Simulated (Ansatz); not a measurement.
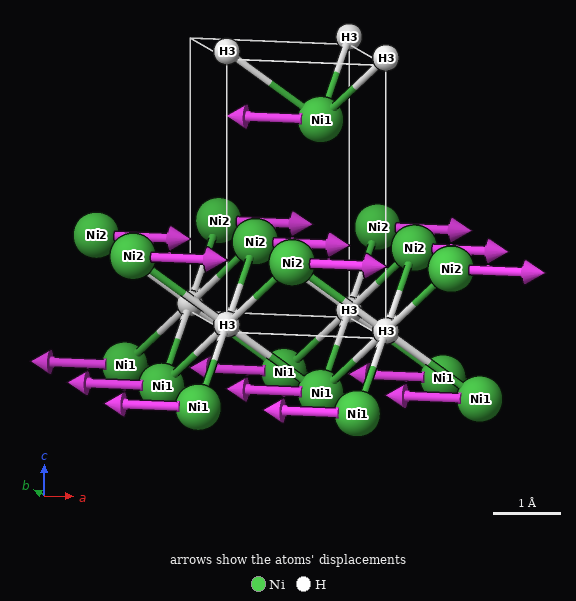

The lowest optical mode of solid Ni2H, space group P-3m1 (No. 164), at the zone centre. The pink arrows are the displacements of the atoms (eigenvector over the root of the mass), of arbitrary overall length and sign. Style: ball-and-stick. Shown: the cell of the calculation, slightly off an axis.

Theory: DFT LDA, scalar-relativistic, plane waves, PAW (Ansatz 0.2.0). Settings: plane-wave cutoff 420 eV; k-point mesh 18 × 18 × 10; occupations fermi dirac; smearing width 0.15 eV; no spin polarisation.

The frequencies depend somewhat on the k-mesh and the smearing.

Is this crystal at a minimum with respect to the drawn distortion?

Yes: this softest mode has a real frequency, and so have all others here. That speaks for this wave vector alone: the rest of the zone wasn't checked in this run. This is the E_g mode (doubly degenerate; one member of the set is drawn) at 142 cm⁻¹, the lowest optical level, Raman-active by symmetry. The H atoms stay at rest; all motion is along a; atoms of one kind move against one another, with no net shift of their sublattice.

Limits of the set-up: an element that often carries a moment was run without spin polarisation.
